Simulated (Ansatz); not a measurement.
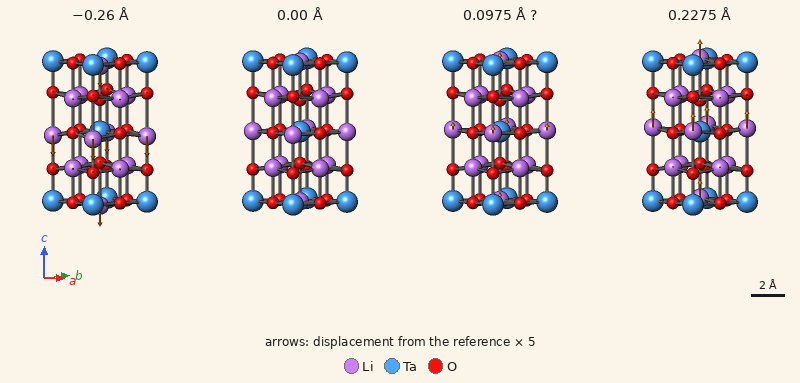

Energy scan for a crystal of Li₃TaO₄ (I4/mmm), in which a normal mode at the zone centre is frozen in with the cell fixed, the amplitude being the largest displacement of an atom. A ball-and-stick model of the conventional cell (2 times the calculation's cell), seen from a free direction. Orange arrows: displacements from the reference. Lengths and directions refer to the drawn axes.

The calculation used DFT PBEsol, scalar-relativistic, plane waves, PAW in Ansatz 0.2.0. Settings: plane-wave cutoff 420 eV; k-point mesh 10 × 10 × 10; occupations gaussian; smearing width 0.05 eV; no spin polarisation. Energies (free energies at the smearing named) are counted from the relaxed crystal.

```tsv
largest displacement (Å)	ΔE (meV/cell)
−0.2600	−16.2
−0.1300	−5.9
0.0000	0.0
0.0325	−0.4
0.0650	−1.6
0.0975	?
0.1625	−8.7
0.1950	−11.6
0.2275	−14.2
```

**One row is withheld. What is its energy?**

A straight line between the two neighbours gives −4.0 meV/cell. A cubic through the four nearest rows (0.0325, 0.0650, 0.1625, 0.1950) gives, with Lagrange weights, (−0.3000)(−0.4) + (1.0000)(−1.6) + (0.5000)(−8.7) + (−0.2000)(−11.6) = −3.5 meV/cell. The calculation gives −3.5 meV/cell, so the cubic is right to the digits shown and the straight line 0.5 meV/cell too low, as the curve bends downwards here.

The whole profile:

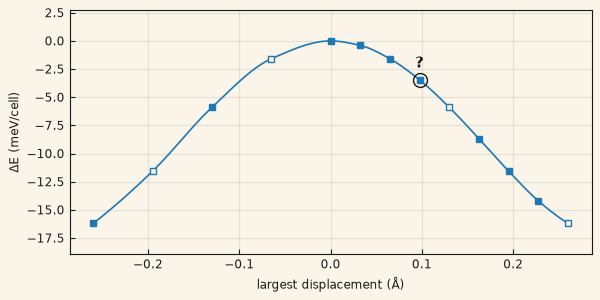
